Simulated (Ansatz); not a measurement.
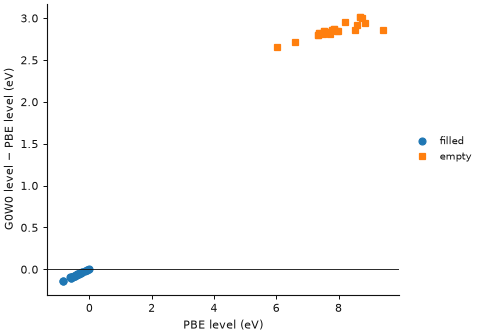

Change of each level from PBE to G0W0 against its PBE energy, both sets counted from their own valence top.

System: wurtzite LiCl, space group P6_3mc, 4 atoms in the cell, relaxed with r2SCAN; a = 3.894 Å, c = 6.226 Å (hexagonal axes). Starting point: PBE, Ansatz PAW set, no spin polarisation, no spin-orbit coupling, 6×6×2 k mesh, 420 eV cutoff, fixed occupations (Ansatz). Many-body step: G0W0 with empty bands 244, screening cutoff 120 eV and frequency treatment contour deformation.

**What does G0W0 do to the gap?**

Over the k points that were corrected, the smallest gap goes from 6.02 eV in PBE (direct at Γ) to 8.67 eV in G0W0 (direct at Γ), a change of +2.65 eV (+44 %).

**Is the correction a rigid shift of the empty levels?**

Counted from the valence top, the lowest empty level moves by +2.65 eV at Γ, +2.80 eV at A and +2.83 eV at L; over the 14 points that were corrected the shifts run from +2.65 to +3.01 eV: a spread of 0.36 eV on a mean of 2.82 eV, so one scissor shift describes this level only roughly. The top filled level also moves against the valence top, by −0.14 eV at K.

**What are the quasiparticle weights at the band edges?**

The quasiparticle weight (renormalisation factor) lies between 0.80 and 0.86 for the top filled and first empty levels.

```csv
k point,PBE direct gap (eV),G0W0 direct gap (eV)
Γ,6.02,8.67
A,7.59,10.42
L,7.98,10.91
```

The k mesh is coarse (spacing up to 0.50 Å⁻¹), so the values aren't converged. The usual form of LiCl is rocksalt. Bands, cutoffs and mesh are finite, so these values aren't at the basis limit.
